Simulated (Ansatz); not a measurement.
A series of calculations on ZnSe and related structures

### Relaxation

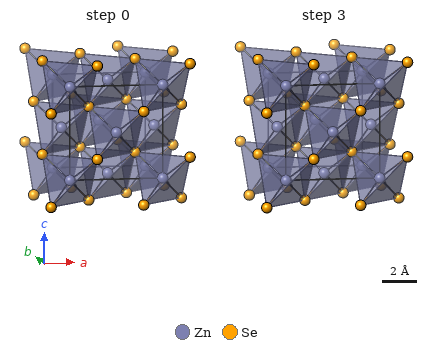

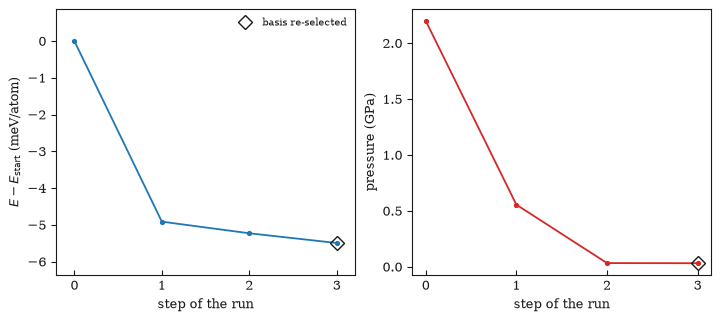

First and last geometry of a relaxation of crystalline ZnSe (set up in F-43m), with the history of the run. A polyhedral model of the conventional cell (4 times the calculation's cell), seen slightly off an axis. Lengths and directions refer to the drawn axes.

Computed with DFT PBE, scalar-relativistic, plane waves, PAW in Ansatz 0.2.0.

Input
```yaml
crystal:
  lattice:
    - [0.0, 2.83244254, 2.83244254]
    - [2.83244254, 0.0, 2.83244254]
    - [2.83244254, 2.83244254, 0.0]
  atoms:
    - { symbol: Zn, position: [0.0, 0.0, 0.0] }
    - { symbol: Se, position: [0.25, 0.25, 0.25] }
basis:
  ecutwfc: 420
kpoints:
  mp_grid: { grid: [8, 8, 8] }
hamiltonian:
  xc: pbe
scf:
  occupations: { method: gaussian, width: 0.02 }
output:
  forces: true
  stress: true
  eigenvalues: true
relax:
  adjacent_minimum: "off"
  f_tol: 0.005
  max_steps: 80
  cell: { stress_tol: 0.05 }
```

Command:
```bash
ansatz run input.yaml --threads 8 --pin off --max-ram 20480MiB --backend cpu --events-out ev --progress --plain --runs-dir out
```

Read the history and describe the run.

Answer. It converged. Over 2 accepted moves (3 points after the start) the energy falls by 5.5 meV per atom. All forces vanish by symmetry, so only the cell relaxes. Pressure: 2.20 GPa at the start and 0.03 GPa at the end. At 1 point the geometry stayed and the basis and grid were re-selected for the new cell (energy shift of 0.3 meV per atom at most each time). No atom moves by more than 0.005 Å relative to the cell. The drawn cell changes as follows: a = b = c 5.665 → 5.732 Å (+1.2 %); the volume changes by +3.6 %. Among the contacts that change: Zn1–Se2 2.453 → 2.482 Å. The space group stays F-43m (No. 216). Cost: 2.2 s on 8 threads of Intel(R) Xeon(R) Platinum 8488C (Sapphire Rapids), on a shared host, peak memory 0.49 GiB.

```csv
step,"E − E(0), meV/atom","pressure, GPa","volume, Å³/atom",note
0,0.00,2.20,22.724,
1,-4.91,0.56,23.327,
2,-5.23,0.03,23.538,
3,-5.49,0.03,23.538,"same geometry, new basis"
```

### Relaxation

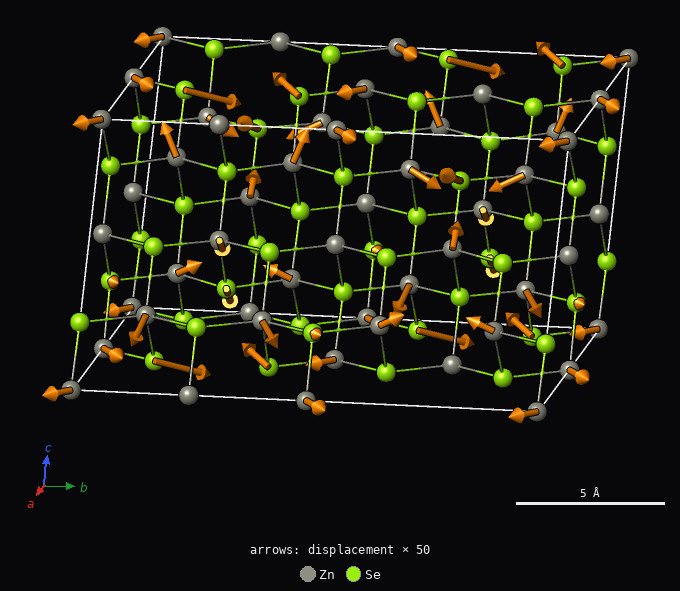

A relaxation of a defect cell of composition Zn₁₅Se₁₆ (cell charge −1). The starting structure is drawn; orange arrows show the displacements, magnified 50 times.

Style: ball-and-stick. Shown: the conventional cell (2 times the calculation's cell), slightly off an axis. Lengths and directions refer to the drawn axes.

Case: Zn vacancy (site a), charge -1, atoms relaxed at the host's cell.

Computed with DFT r2SCAN, scalar-relativistic, plane waves, PAW in Ansatz.

The input:
```yaml
crystal:
  lattice:
    - [5.66488508, -5.66488508, 5.66488508]
    - [5.66488508, 5.66488508, -5.66488508]
    - [-5.66488508, 5.66488508, 5.66488508]
  atoms:
    - { symbol: Zn, position: [0.4951585143, 0.4995079585, -0.0008967288] }
    - { symbol: Zn, position: [0.7495686952, 0.2495545177, -0.0001495259] }
    - { symbol: Zn, position: [-0.0001310507, 0.7500722693, 0.2453098561] }
    - { symbol: Zn, position: [-0.0002749603, -0.0049505072, 0.0001008469] }
    - { symbol: Zn, position: [0.2493571844, 0.5006707578, 0.2453301461] }
    - { symbol: Zn, position: [0.4990985104, 0.2445842384, 0.2497644703] }
    - { symbol: Zn, position: [0.7492626537, 0.7491673924, 0.4994839688] }
    - { symbol: Zn, position: [0.7432144446, -0.0014581302, 0.2486335368] }
    - { symbol: Zn, position: [0.0051378042, 0.5047165804, 0.5051493612] }
    - { symbol: Zn, position: [0.2491683279, 0.2491907233, 0.4995865971] }
    - { symbol: Zn, position: [0.4942358004, 0.7490591675, 0.7493933034] }
    - { symbol: Zn, position: [0.4991721793, -0.000343164, 0.4951141927] }
    - { symbol: Zn, position: [0.7553606365, 0.5042842895, 0.7543424592] }
    - { symbol: Zn, position: [0.0036764055, 0.2537748941, 0.7533335856] }
    - { symbol: Zn, position: [0.2494602711, -0.0058999073, 0.7505715324] }
    - { symbol: Se, position: [0.4945231864, -0.0042498191, 0.2426652902], spin: 0.25 }
    - { symbol: Se, position: [0.7490186265, 0.7494009021, 0.2488037802] }
    - { symbol: Se, position: [-2.41406e-05, 0.5004593306, 0.2502804793] }
    - { symbol: Se, position: [0.249405957, -0.0012528813, 0.5002196664] }
    - { symbol: Se, position: [0.2494126724, 0.2499251932, 0.2489606942] }
    - { symbol: Se, position: [0.4988477871, 0.749727645, 0.4994577687] }
    - { symbol: Se, position: [0.7500730789, 0.4989632996, 0.4998069474] }
    - { symbol: Se, position: [8.21472e-05, -0.0002489143, 0.7504495602] }
    - { symbol: Se, position: [-0.0018415163, 0.2491084177, 0.4990124872] }
    - { symbol: Se, position: [0.2451592179, 0.744782987, 0.7564446081], spin: 0.25 }
    - { symbol: Se, position: [0.50062484, 0.5001461728, 0.7501006753] }
    - { symbol: Se, position: [0.7488497782, -0.0015469836, -0.0006109681] }
    - { symbol: Se, position: [0.749840858, 0.2496870473, 0.7492672671] }
    - { symbol: Se, position: [0.005755168, 0.7498003434, 0.0015851628], spin: 0.25 }
    - { symbol: Se, position: [0.2469844444, 0.5010354811, -0.0032240371], spin: 0.25 }
    - { symbol: Se, position: [0.4986562466, 0.2491209881, -0.0001564006] }
  host:
    lattice:
      - [0.0, 2.83244254, 2.83244254]
      - [2.83244254, 0.0, 2.83244254]
      - [2.83244254, 2.83244254, 0.0]
    atoms:
      - { symbol: Zn, position: [0.0, 0.0, 0.0] }
      - { symbol: Se, position: [0.25, 0.25, 0.25] }
total_charge: -1
basis:
  ecutwfc: 500
  xc_grid: 3
kpoints:
  mp_grid: { grid: [2, 2, 2], shift: [0.5, 0.5, 0.5] }
hamiltonian:
  xc: r2scan
scf:
  occupations: { method: gaussian, width: 0.01 }
output:
  forces: true
  stress: false
  eigenvalues: true
  populations: true
  charged_corrections:
    defect_position: [0.25, 0.75, 0.0]
    epsilon: [[9.4608, 0.0, 0.0], [0.0, 9.4608, 0.0], [0.0, 0.0, 9.4608]]
  write_density: true
  write_potential: true
  elf: true
  volumetric_format: npy
magnetization:
  spin_polarized: true
relax:
  adjacent_minimum: "off"
  f_tol: 0.025
  max_steps: 45
```

Run as
```bash
ansatz run input.yaml --threads 8 --pin off --max-ram 20480MiB --backend cpu --events-out ev --progress --plain --runs-dir out
```

> What happened in the run?

The largest moves, 0.049 Å, are those of Se16 and Se30. Se30 goes along [−2 1 −1]. Largest moves by element: Se 0.049 Å, Zn 0.030 Å. The cell stays as it was. Near-neighbour distances that change, for instance: Zn11–Se25 2.455 → 2.410 Å, Zn1–Se30 2.433 → 2.415 Å, Zn13–Se29 2.431 → 2.414 Å, Zn9–Se25 2.394 → 2.410 Å. Bond angles that change, for instance: Zn6–Se16–Zn8 109.2° → 107.0°. The energy falls by 37.7 meV per cell of the calculation in 2 geometry steps. Largest force component: 0.36 eV/Å at the start, 0.018 eV/Å at the end.

Limits of the set-up: the cell is charged, on a uniform background, and energies carry no finite-size correction.

### Defect

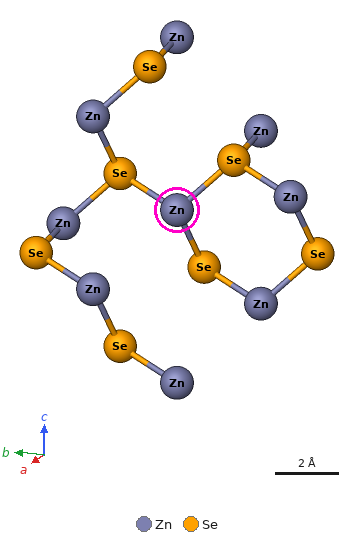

Perfect ZnSe. A ball-and-stick model of the atoms within 6.0 Å of one point, in a slice 3.4 Å thick across the line of sight, seen from a free direction.

Level of theory: DFT r2SCAN, scalar-relativistic, plane waves, PAW (Ansatz 0.2.0). Settings: plane-wave cutoff 500 eV; k-point mesh 2 × 2 × 2; occupations gaussian; smearing width 0.01 eV; mesh shifted by (0.5, 0.5, 0.5); collinear spin. The cell is small and the k-mesh coarse, so the numbers are rough. The axes drawn are those of the host's conventional cell.

A zinc atom is taken out (a vacancy) at the ringed place, in charge state 0. The supercell has 32 sites, and the atoms are relaxed at the host's cell.

Q: Predict the relaxed surroundings of the defect.

A: Around the empty Zn site the host had 4 Se at 2.45 Å; after relaxation the nearest atoms are 4 Se at 2.38 to 2.41 Å. Of the host's atoms, a selenium atom moves furthest from its site, by 0.07 Å.

The relaxed defect, seen from the same direction:

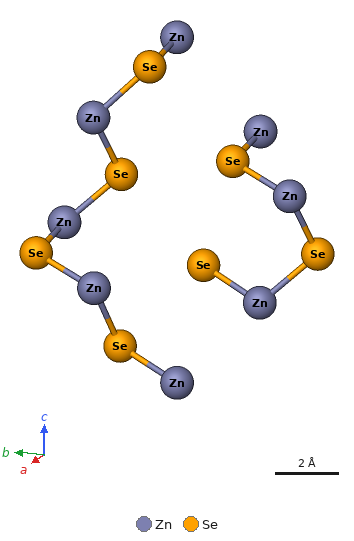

### Path

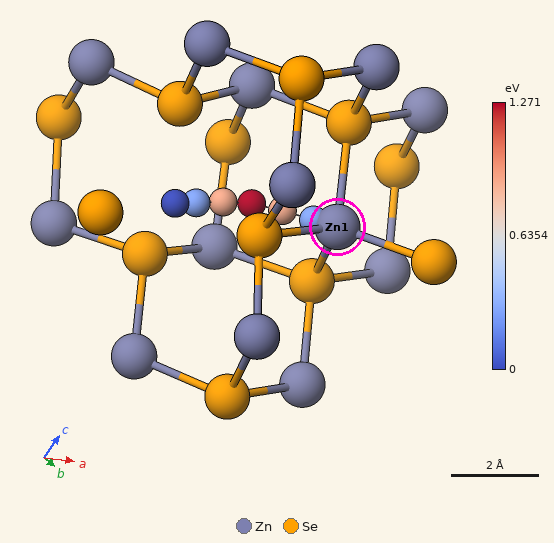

A search for the minimum-energy path of a defect cell of composition Zn26Se27 (cell charge −2) (53 atoms in the cell) by the nudged elastic band. Images are numbered from 0 (start) to 6 (end). The start is drawn whole; smaller spheres mark the moving atoms (Zn) in the later images, joined by lines and coloured by the energy of the image relative to the start. Style: ball-and-stick. Shown: the atoms within 5.5 Å of the middle of the path, from a free direction. The moving atom is ringed, with any periodic copies. Bonds to atoms that aren't drawn are left out.

All numbers below come from Ansatz 0.2.0, DFT PBE, scalar-relativistic, plane waves, PAW. Run with plane-wave cutoff 420 eV; k-point mesh 2 × 2 × 2; Gaussian smearing 0.02 eV; 5 movable images; climbing image.

> What moves, how far, and at what cost in energy?

A Zn atom travels furthest, 3.89 Å from end to end, along −a, on a path that bends up to 0.69 Å away from the straight line. At the highest image its nearest neighbour (Se) is 2.36 Å away, against 2.42 Å at the start, and the surrounding atoms stand up to 0.41 Å off the mean of their end positions. The two ends have the same energy, and the highest point, image 3, lies 1.27 eV above the start. The band converged in 9 iterations. The largest component of the band force went from 120 to 0.037 eV/Å. The climbing image converged on the top of the path. Its curvatures weren't checked.

Limits of the set-up: the cell is charged, on a uniform background, and energies carry no finite-size correction.
